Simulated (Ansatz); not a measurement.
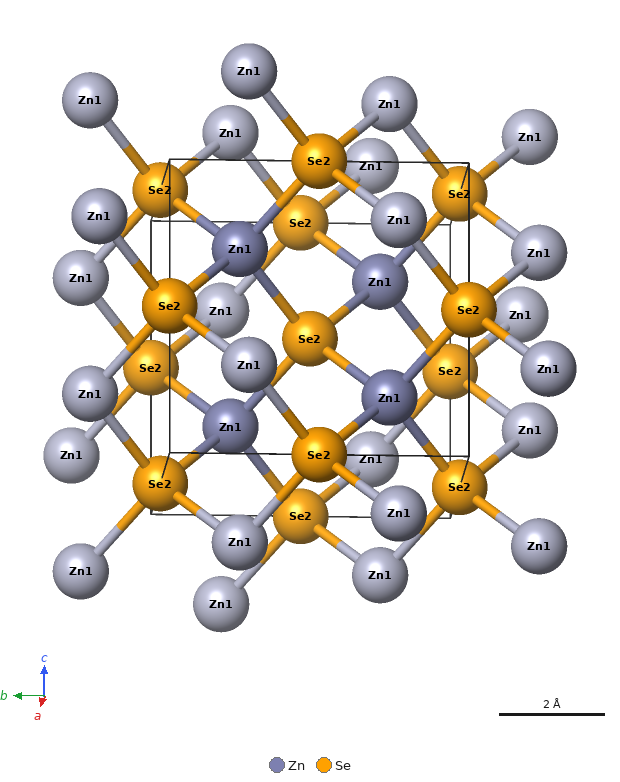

The structure as given in the input (ball-and-stick view of the cell 4 times as large as that of the calculation, set on its symmetry axes, seen at an oblique angle; neighbours outside the cell are drawn fainter; atoms are numbered from 1 in the order of the input). An atom can appear more than once, as a periodic image.

## Geometry relaxation, with input and output: ZnSe

System: ZnSe (F-43m, 2 atoms in the cell).
Method: DFT PBE, scalar-relativistic, plane waves, PAW, no spin polarisation (Ansatz 0.2.0).

The structure was made by a generator, so it may or may not be a known phase. Figures and captions count atoms from 1; the log counts them from 0 in places.

### The input
```yaml
crystal:
  lattice:
    - [0.0, 2.8663936917, 2.8663936917]
    - [2.8663936917, 0.0, 2.8663936917]
    - [2.8663936917, 2.8663936917, 0.0]
  atoms:
    - { symbol: Zn, position: [0.75, 0.75, 0.75] }
    - { symbol: Se, position: [0.5, 0.5, 0.5] }
basis:
  ecutwfc: 420
kpoints:
  mp_grid: { grid: [8, 8, 8] }
hamiltonian:
  xc: pbe
scf:
  occupations: { method: gaussian, width: 0.02 }
output:
  forces: true
  stress: true
  eigenvalues: true
  write_density: true
  write_potential: true
  elf: true
  volumetric_format: npy
relax:
  adjacent_minimum: "off"
  f_tol: 0.01
  max_steps: 80
  cell: { stress_tol: 0.05 }
```

Hardware: 1 thread of Arm Neoverse V1, 24 GiB of memory available, shared host.

Run as:
```bash
ansatz run input.yaml --threads 1 --pin off --max-ram 2560MiB --backend cpu --events-out ev --progress --plain --runs-dir out
```

### Log
```
Engine: ansatz 0.2.0, aarch64-unknown-linux-gnu
Pseudopotentials: kind: paw
Pseudopotential: Zn, paw, valence charge 12, recommended cutoff 420 eV (normal), Zn.paw.azcp
Pseudopotential: Se, paw, valence charge 16, recommended cutoff 420 eV (normal), Se.paw.azcp
Functional definition: PBE
  parameter kappa = 0.804
  parameter beta = 0.06672455060314922
  exchange = pbe_x(kappa = kappa, mu = beta*pi^2/3)
  correlation = pbe_c(beta = beta)
Crystal: 2 atoms, lattice volume = 47.102 Å³
Basis set: ecut = 420 eV, 941 PW (Γ), exchange–correlation on 60×60×60 points (8 copies of the dense FFT grid, shifted against one another)
Bands: 18, of which v1, the nominal top of the filled ones, is band 14 counted from 1 (13 counted from 0)
Symmetry: 24 space group operations
Space group: F-43m (ITA 216), of the structure as read, at distance tolerance 3.6e-5 Å
k-points: 29 of 512 (time reversal used)
Non-local potential: Zn, projectors of the file, l = 0: 2, l = 1: 2, l = 2: 3, l = 3: 1
Non-local potential: Se, projectors of the file, l = 0: 2, l = 1: 2, l = 2: 3, l = 3: 1
PAW form: soft (Blöchl's): semilocal exchange-correlation on the pseudo side does not see the compensation charge
PAW one-centre angular grid: Zn, 590 points (default); XC on 64 Gauss nodes
PAW one-centre angular grid: Se, 590 points (default); XC on 64 Gauss nodes
Initial density: superposition of atomic densities (neutral atoms: chi_scale 0, normalization atom), corrected by the library's trained network
Initial wavefunctions: pseudopotential atomic-orbital guess
Functional: x = pbe(κ = 0.804, μ = 0.2195149727645171), c = pbe(β = 0.06672455060314922)
SCF iter   1: F=—  HF=-8789.536557 eV  |F-HF|=—  |Δ(HF+E_count)|=         —  Δρ=7.92e-4  dr2=4.93e-4  ethr=1.77e-3  ⟨swp⟩=6.0  Hψ=2660  notcnv=0
preconditioner: auto → none  [insulator: Δε(μ)=1.145 eV  Ē_g=11.753 eV  σ=0.020 eV  W_gap=1.00  n_scr=14 (ndim 8)  ℏωp=23.0 eV  f_vac=0.127  D(μ)=0.00/eV (n_scr^D=0)  ε∞_Penn≈4.8]
SCF iter   2: F=—  HF=-8789.536321 eV  |F-HF|=—  |Δ(HF+E_count)|=   2.36e-4  Δρ=4.02e-4  dr2=3.96e-5  ethr=1.76e-6  ⟨swp⟩=2.1  Hψ=1053  notcnv=0
SCF iter   3: F=—  HF=-8789.536347 eV  |F-HF|=—  |Δ(HF+E_count)|=   2.63e-5  Δρ=1.84e-4  dr2=1.07e-5  ethr=1.42e-7  ⟨swp⟩=2.0  Hψ=754  notcnv=0
SCF iter   4: F=—  HF=-8789.536350 eV  |F-HF|=—  |Δ(HF+E_count)|=   2.57e-6  Δρ=7.74e-5  dr2=1.26e-6  ethr=3.83e-8  ⟨swp⟩=2.0  Hψ=754  notcnv=0
iter 5 did not close the SCF: its close was put off for the readings that it lacked (scf_convergence_deferred on its scf_iter line)
SCF iter   5: F=-8789.536355 eV  HF=-8789.536355 eV  |F-HF|=7.41e-8  |Δ(HF+E_count)|=   5.01e-6  Δρ=8.33e-6  dr2=2.90e-8  ethr=4.51e-9  ⟨swp⟩=2.0  Hψ=784  notcnv=0
SCF iter   6: F=-8789.536355 eV  HF=-8789.536355 eV  |F-HF|=1.98e-9  |Δ(HF+E_count)|=   9.09e-8  Δρ=2.84e-6  dr2=2.91e-9  ethr=1.04e-10  ⟨swp⟩=5.1  Hψ=3047  notcnv=0
SCF 1 converged in 6 iterations: F = -8789.536355 eV  dr2 = 2.91e-9
  greatest PAW one-centre occupation: 1.000 electrons in one spin orbital (limit 2), on the Se atom at site 1 (counted from 0), in its partial waves of l = 2
relax step   1: F+E_penalty+E_count = -8789.53635488 eV  Δ(F+E_penalty+E_count) = +0.000e0 eV  max|allowed force component| = 1.573e-16 eV/Å  Δτ_max = 0.0000 Å  P = +0.002 GPa  Ω = 47.102 Å³  (6 SCF iters, dr2 threshold 1.00e-7 eV, accepted)
Initial density: handed on by an earlier stage of this run
Initial wavefunctions: pseudopotential atomic-orbital guess (no wavefunctions were taken with the density)
iter 1 solved again at ethr=6.58e-8 eV; its pass at ethr=3.10e-3 eV (dr2=1.84e-5 eV) is discarded
SCF iter   1: F=—  HF=-8789.536352 eV  |F-HF|=—  |Δ(HF+E_count)|=         —  Δρ=2.93e-6  dr2=3.22e-9  ethr=6.58e-8  ⟨swp⟩=2.7  Hψ=3860  notcnv=0
eigensolver tolerance schedule: the retry pair's looser diagonalisation over-reported the residual by 5718.58 of it (diagonalisation noise at 0.14 of the residual, at the tolerance the schedule requests for it); recorded, not acted on — ethr = c·dr2/N_el stays at c = 1.0e-1
preconditioner: auto → none  [insulator: Δε(μ)=1.153 eV  Ē_g=11.748 eV  σ=0.020 eV  W_gap=1.00  n_scr=14 (ndim 8)  ℏωp=23.0 eV  f_vac=0.126  D(μ)=0.00/eV (n_scr^D=0)  ε∞_Penn≈4.8]
SCF iter   2: F=—  HF=-8789.536355 eV  |F-HF|=—  |Δ(HF+E_count)|=   3.28e-6  Δρ=7.74e-7  dr2=3.21e-10  ethr=1.15e-11  ⟨swp⟩=2.3  Hψ=953  notcnv=0
SCF iter   3: F=—  HF=-8789.536355 eV  |F-HF|=—  |Δ(HF+E_count)|=  9.86e-10  Δρ=5.05e-7  dr2=1.02e-10  ethr=1.15e-12  ⟨swp⟩=2.0  Hψ=783  notcnv=0
SCF iter   4: F=-8789.536355 eV  HF=-8789.536355 eV  |F-HF|=1.82e-11  |Δ(HF+E_count)|=  5.18e-10  Δρ=1.72e-7  dr2=1.14e-11  ethr=1.00e-12  ⟨swp⟩=4.0  Hψ=2573  notcnv=0
SCF 2 converged in 4 iterations: F = -8789.536355 eV  dr2 = 1.14e-11
relax step   2: F+E_penalty+E_count = -8789.53635488 eV  Δ(F+E_penalty+E_count) = -1.781e-9 eV  max|allowed force component| = 1.457e-16 eV/Å  Δτ_max = 0.0000 Å  P = +0.002 GPa  Ω = 47.102 Å³  stress off target by 2.02e-3 GPa  SCF on the basis re-selected at this cell (its energy is not comparable with the rows above)  (4 SCF iters)
```

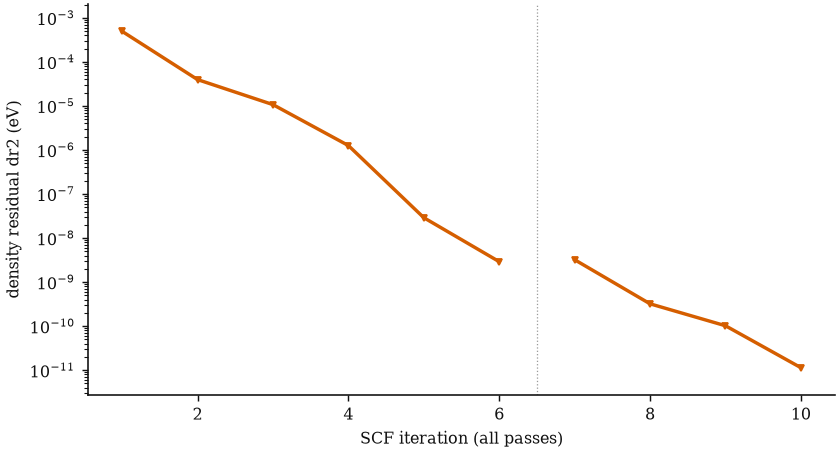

Convergence of the self-consistent field: density residual dr2 against the SCF iteration. The dotted lines part the SCF passes of the relaxation: geometry steps, rejected trials and re-solves on a re-selected basis. The passes take 6 and 4 iterations.

```
basis re-selected at this cell: Δ(F+E_penalty+E_count) = -1.781e-9 eV, ΔP = +0.000 GPa vs the last step (what re-selecting the basis moved, of the pressure what is left beyond the Pulay correction that the steps carried, after the strain that the cell walked since its last selection, with what the two solves' SCF thresholds leave and, on support functions, any second-order correction that the steps lacked; it is no measure of the basis error at this ecutwfc). This SCF's stress stands 2.02e-3 GPa from its target on what of the cell is left free (relax.cell.stress_tol is 5.00e-2 GPa) and its largest allowed force component is 1.46e-16 eV/Å (relax.f_tol is 1.00e-2 eV/Å): within both
SCF converged after 4 iterations
Free energy (F): -8789.536355 eV
Harris-Foulkes:  -8789.536355 eV  (|F-HF|=1.82e-11)
Internal energy: -8789.536355 eV  (E = F + TS)
E sigma→0 (E₀):  -8789.536355 eV
Fermi energy:    6.893254 eV
--- Per-component energies (eV) ---
  E_band       = -391.750449
  E_kinetic    = 249.335817
  E_local      = -4442.293377  (includes V_loc(G=0)·N_el)
  E_nonlocal   = 18.692328
  E_hartree    = 2055.532166
  E_xc         = -241.028000
  E_vxc        = -149.653501  (∫ρ·V_xc dr)
  E_paw        = -3739.771283  (= ΣΔE_a)
  E_vpaw       = -178.895239  (= ΣTr[D̂ρ^β])
  E_aug_tail   = -0.000934  (compensation charges beyond the density's cutoff)
  E_ewald      = -2690.003072
  E_smearing   = -0.000000  (= −TS)
  E_closure    = 0.000000  (closes the sum)
  Σ components = -8789.536355   (vs F -8789.536355, Δ=0.00e0)
--- Forces (eV/Å), atoms counted from 1 ---
  atom   1  Zn    -0.00000000     0.00000000     0.00000000
  atom   2  Se     0.00000000    -0.00000000    -0.00000000
  max |Σ_I F_I| component: 1.90e-16 eV/Å
--- Stress (GPa, compression-positive) ---
        0.002022       0.000000      -0.000000
       -0.000000       0.002022       0.000000
       -0.000000       0.000000       0.002022
  P = ⅓ Tr σ = 0.0020 GPa (0.020 kbar)
--- Band table (eV; the first three rows and the last of 29) ---
  k-point 0: bands = ["-40.4649", "-40.4649", "-40.4649", "-40.4611", "-40.4611", "-6.7309", "-0.1048", "-0.1048", "-0.1048", "0.2357", "0.2357", "6.3168", "6.3168", "6.3168", "7.4693", "12.1360", "12.1360", "12.1360"]
  k-point 1: bands = ["-40.4649", "-40.4649", "-40.4649", "-40.4611", "-40.4611", "-6.6368", "-0.0960", "-0.0902", "-0.0902", "0.2345", "0.2345", "5.0215", "6.1744", "6.1744", "8.4642", "12.0519", "12.3783", "12.3783"]
  k-point 2: bands = ["-40.4649", "-40.4648", "-40.4648", "-40.4611", "-40.4611", "-6.3935", "-0.0580", "-0.0580", "-0.0377", "0.2359", "0.2359", "3.3589", "5.8685", "5.8685", "8.9744", "12.7458", "12.7458", "12.7856"]
  k-point 28: bands = ["-40.4649", "-40.4648", "-40.4646", "-40.4611", "-40.4610", "-5.7472", "0.0101", "0.0849", "0.2081", "0.2098", "0.5091", "1.7987", "3.6947", "3.8125", "11.7100", "11.8002", "13.2095", "14.0332"]
--- Relaxed structure (1 steps of the walk, 1 accepted, 1 SCFs on fresh bases) ---
  F+E_penalty+E_count = -8789.53635488 eV   max|allowed force component| = 1.457e-16 eV/Å   (the final SCF, on the basis selected at the relaxed cell)
  cell:  # Å, volume = 47.1018 Å³
    - [0.0, 2.8663936917, 2.8663936917]
    - [2.8663936917, 0.0, 2.8663936917]
    - [2.8663936917, 2.8663936917, 0.0]
  atoms:
    - { symbol: Zn, position: [0.7499999999999999, 0.7499999999999999, 0.7499999999999999] }
    - { symbol: Se, position: [0.5, 0.5, 0.5] }
```

### Trajectory as extended XYZ (Å, eV, eV/Å), 2 frames, from step=1 to step=2
```
2
Lattice="0.0000 2.8664 2.8664 2.8664 0.0000 2.8664 2.8664 2.8664 0.0000" Properties=species:S:1:pos:R:3:forces:R:3 step=1 energy=-8789.53636 pressure_GPa=0.00
Zn    4.2996    4.2996    4.2996    0.0000   0.0000   0.0000
Se    2.8664    2.8664    2.8664    0.0000   0.0000   0.0000
2
Lattice="0.0000 2.8664 2.8664 2.8664 0.0000 2.8664 2.8664 2.8664 0.0000" Properties=species:S:1:pos:R:3:forces:R:3 step=2 energy=-8789.53636 pressure_GPa=0.00
Zn    4.2996    4.2996    4.2996    0.0000   0.0000   0.0000
Se    2.8664    2.8664    2.8664    0.0000   0.0000   0.0000
```

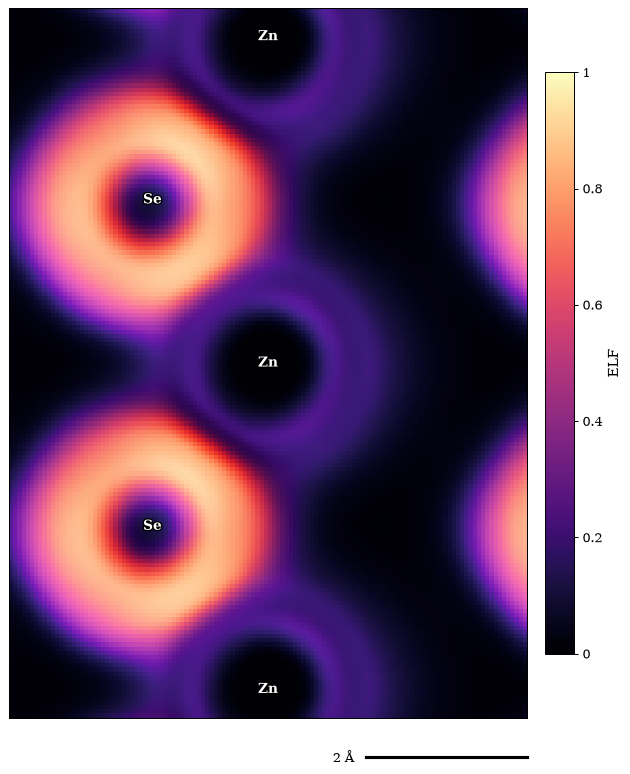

Electron localisation function on the (101) plane of the conventional cell. Atoms in the plane: Zn and Se. Zn–Se (2.48 Å): the ELF is about 0.60 at the midpoint. Core electrons are frozen (PAW), so the fields are smoothed inside the atomic spheres.

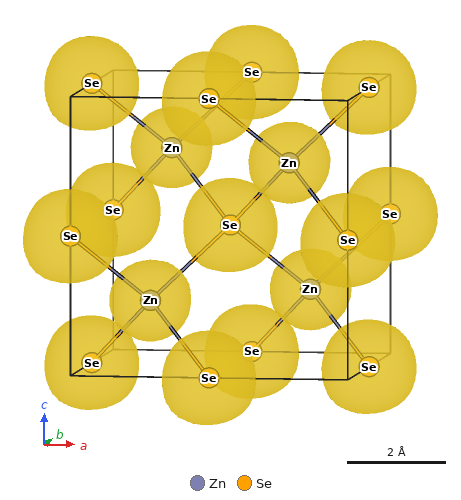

Isosurface of the valence pseudo-density at 0.6 e/Å³ (yellow), seen at an oblique angle. Sticks mark near contacts. The outline is the cell set on symmetry axes. At this value the density breaks into separate islands; it holds about 80 % of the electrons treated as valence. It is pinched off along the Zn–Se (2.48 Å) contacts. On the grid the lowest density along these lines, outside the cores, is 0.41 e/Å³ (Zn–Se, 2.48 Å).

### Results in brief

| quantity | value |
| --- | --- |
| outcome | converged |
| space group (tolerance 0.01 Å) | F-43m (216) |
| electrons treated | 28 |
| free energy | −8789.5364 eV |
| Fermi energy | 6.893 eV |
| gap on the k-point mesh | 1.15 eV |
| pressure | 0.00 GPa |
| final volume | 47.10 Å³ |
| largest force (length of the vector) at the end | under 0.001 eV/Å |
| final cell | a = 4.054 Å, b = 4.054 Å, c = 4.054 Å, α = 60.00°, β = 60.00°, γ = 60.00° |
| wall time | 5.6 s |
| peak memory | 0.33 GiB |
